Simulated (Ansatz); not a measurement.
# Mn: 6 runs along one coordinate

System: Mn (P6₃/mmc, 2 atoms in the cell).
Method: DFT, PBEsol, plane waves (420 eV) with PAW, scalar-relativistic, no spin polarisation (Ansatz 0.2.0).

The 6 runs differ only in the geometry, by an even scaling of the cell at fixed fractional positions.

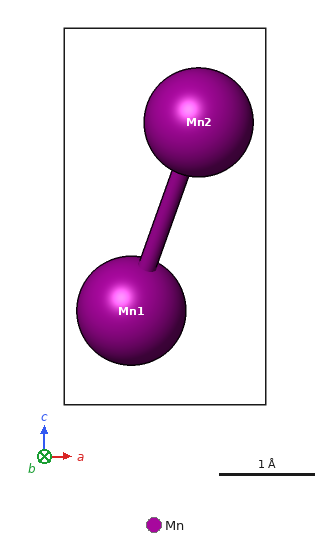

Figure 1. The structure of run 4 (ball-and-stick view of the cell of the calculation, along the b axis; atoms are numbered from 1 in the order of the input).

## Input of run 4
```yaml
crystal:
  lattice:
    - [2.4535099019, 0.0, 0.0]
    - [-1.2267549509, 2.1248019035, 0.0]
    - [0.0, 0.0, 3.9634435015]
  atoms:
    - { symbol: Mn, position: [0.3333333333, 0.6666666667, 0.25] }
    - { symbol: Mn, position: [0.6666666667, 0.3333333333, 0.75] }
hamiltonian:
  xc: pbesol
  pseudopotentials:
    kind: paw
    azcp:
      Mn: "pseudopotentials/Mn.paw.azcp"
basis:
  ecutwfc: 420
  fft_grid_basis: typed
kpoints:
  mp_grid: { grid: [17, 17, 9], shift: [0, 0, 0] }
magnetization:
  spin_polarized: false
scf:
  occupations: { method: fermi_dirac, width: 0.1 }
  lower_state_search: "off"
output:
  stress: true
```

Run 2 differs from it as follows:
```diff
-    - [2.4535099019, 0.0, 0.0]
-    - [-1.2267549509, 2.1248019035, 0.0]
-    - [0.0, 0.0, 3.9634435015]
+    - [2.3862563156, 0.0, 0.0]
+    - [-1.1931281578, 2.0665585893, 0.0]
+    - [0.0, 0.0, 3.8548008629]
```

## Results, with one run withheld

| run | volume per atom (Å³) | free energy per atom, from the lowest run given (meV) | pressure (GPa) |
| --- | --- | --- | --- |
| 1 | 9.091 | 179.64 | 51.98 |
| 2 | 9.505 | ? | ? |
| 3 | 9.918 | 17.13 | 13.77 |
| 4 | 10.331 | 0.00 | 0.01 |
| 5 | 10.744 | 14.80 | −11.08 |
| 6 | 11.571 | 116.56 | −27.19 |

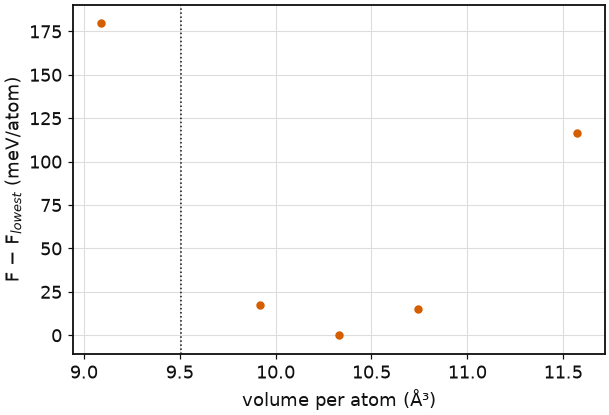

Figure 2. Free energy per atom of the runs given; the dotted line marks run 2.

Estimate the energy of run 2 from the others.

A cubic polynomial in V^(−2/3) (the Birch–Murnaghan form), fitted to the 5 runs given, misses them by at most 0.04 meV per atom. With x = V^(−2/3) − 0.21157 Å⁻², it reads F = 0.3245 + 762.47 x + 5.0294e+05 x² + 4.3439e+05 x³ (meV per atom). At run 2 it gives 73.66 meV per atom, and the run itself gives 73.84. The slope of the fit gives a pressure −dF/dV of 30.77 GPa there, and the run prints 30.82 GPa. The two needn't agree exactly: the fit is approximate, and the printed stress is taken on a finite basis. The fit has its minimum at 10.331 Å³ per atom, where V d²F/dV² gives 308 GPa. Cell shape and fractional positions are held, so this is the stiffness under even scaling; the relaxed bulk modulus wasn't computed.

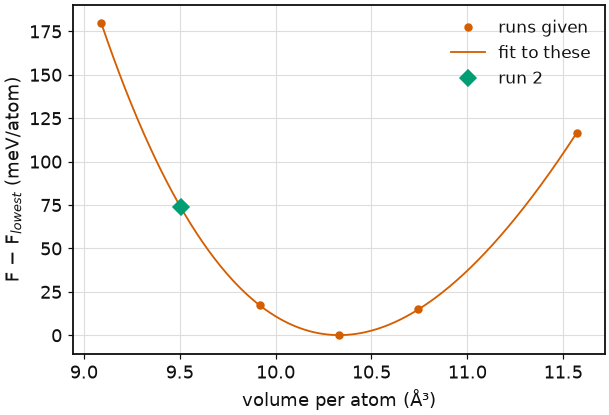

Figure 3. The fit and the withheld run.

## Output, shortened to warnings, some set-up lines, iterations and results (run 2)
```
Warning: [file] the record states the generating functional pbe (its physics header spells it `PBE`), which answers neither for hamiltonian.xc's functional nor for the pbesol family's — results may be inconsistent (PPs are generated against a specific XC)
Basis set: ecut = 420 eV, 373 PW (Γ)
Symmetry: 24 space group operations
k-points: 165 of 2601
Initial density: superposition of atomic densities (neutral atoms: chi_scale 0, normalization atom), corrected by the library's trained network
[...]
SCF iter   1: F=—  HF=-7737.442136 eV  |F-HF|=—  |Δ(HF+E_count)|=         —  Δρ=1.68e-2  dr2=2.76e-2  ethr=1.77e-3  ⟨swp⟩=3.4  Hψ=11533  notcnv=0
SCF iter   2: F=—  HF=-7737.436801 eV  |F-HF|=—  |Δ(HF+E_count)|=   5.34e-3  Δρ=5.34e-3  dr2=2.63e-3  ethr=9.21e-5  ⟨swp⟩=2.4  Hψ=6612  notcnv=0
SCF iter   3: F=—  HF=-7737.436405 eV  |F-HF|=—  |Δ(HF+E_count)|=   3.96e-4  Δρ=1.10e-3  dr2=9.16e-5  ethr=8.77e-6  ⟨swp⟩=2.1  Hψ=4634  notcnv=0
SCF iter   4: F=—  HF=-7737.436403 eV  |F-HF|=—  |Δ(HF+E_count)|=   2.28e-6  Δρ=2.26e-4  dr2=5.15e-6  ethr=3.05e-7  ⟨swp⟩=2.0  Hψ=5330  notcnv=0
SCF iter   5: F=—  HF=-7737.436404 eV  |F-HF|=—  |Δ(HF+E_count)|=   9.35e-7  Δρ=6.99e-5  dr2=3.11e-7  ethr=1.72e-8  ⟨swp⟩=2.1  Hψ=4394  notcnv=0
SCF iter   6: F=-7737.436404 eV  HF=-7737.436404 eV  |F-HF|=2.83e-8  |Δ(HF+E_count)|=   8.29e-8  Δρ=1.85e-5  dr2=3.73e-8  ethr=3.33e-10  ⟨swp⟩=5.2  Hψ=13537  notcnv=0
SCF 1 converged in 6 iterations: F = -7737.436404 eV  dr2 = 3.73e-8
SCF converged after 6 iterations
Free energy (F): -7737.436404 eV
Harris-Foulkes:  -7737.436404 eV  (|F-HF|=2.83e-8)
Internal energy: -7737.357725 eV  (E = F + TS)
E sigma→0 (E₀):  -7737.397064 eV
Entropy (-TS):   -0.078679 eV (-39.340 meV/atom)
Fermi energy:    23.137015 eV
--- Per-component energies (eV) ---
  E_band       = -228.439198
  E_kinetic    = 626.375838
  E_local      = -2863.983538  (includes V_loc(G=0)·N_el)
  E_nonlocal   = 474.948673
  E_hartree    = 1208.787910
  E_xc         = -233.807886
  E_vxc        = -300.941337  (∫ρ·V_xc dr)
  E_paw        = -2532.598769  (= ΣΔE_a)
  E_vpaw       = -582.428490  (= ΣTr[D̂ρ^β])
  E_aug_tail   = -0.000022  (compensation charges beyond the density's cutoff)
  E_ewald      = -4417.419230
  E_core_change = 0.339301  (= ΣΔE_core)
  E_smearing   = -0.078679  (= −TS)
  E_closure    = -0.000000  (closes the sum)
  Σ components = -7737.436404   (vs F -7737.436404, Δ=0.00e0)
--- Stress (GPa, compression-positive) ---
       30.864932      -0.000000       0.000000
        0.000000      30.864932      -0.000000
        0.000000      -0.000000      30.737602
  P = ⅓ Tr σ = 30.8225 GPa (308.225 kbar)
```

Warnings of the run: the PAW datasets were made with another functional. The run has no spin polarisation, so a magnetic state may lie lower.
